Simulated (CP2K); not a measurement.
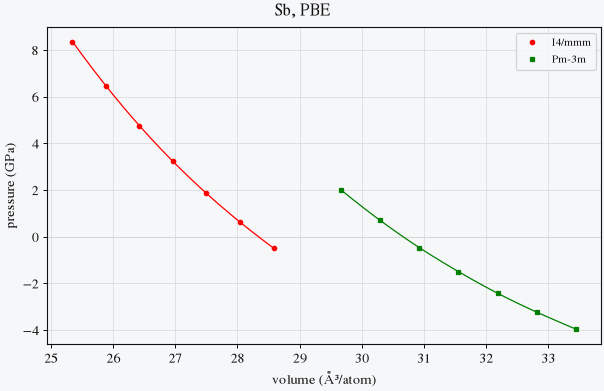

Plotted: pressure against volume, with one curve for each structure, for Sb.

Method: DFT in Gaussian orbitals with a plane-wave density, no spin polarisation; energies at scaled volumes of the given cell, shape and fractions fixed, counted from the fit's minimum, third-order Birch-Murnaghan fit (CP2K 2026.2). Level: PBE.

occupations Fermi–Dirac; smearing width 0.05 eV; potentials GTH PBE with UZH TZVP basis; density cutoff 6123 eV.

Settings that differ: I4/mmm: k mesh 12×12×12; Pm-3m: k mesh 8×8×8.

> Order the curves by fitted equilibrium volume, smallest first.

I4/mmm 28.335, Pm-3m 30.660 Å³/atom.

> Order the curves by fitted bulk modulus, smallest first.

Pm-3m 56.0, I4/mmm 57.8 GPa.

> For I4/mmm: read off the course of the pressure.

It falls from 8.36 GPa at volume 25.34 Å³/atom to −0.49 GPa at 28.58 Å³/atom, and changes sign near 28.34 Å³/atom.

> For Pm-3m: read off the course of the pressure.

It falls from 2.01 GPa at volume 29.66 Å³/atom to −3.97 GPa at 33.45 Å³/atom, and changes sign near 30.67 Å³/atom.

Caveats: shape and atomic fractions are frozen while scaling, which makes layered, chain and framework solids too stiff.
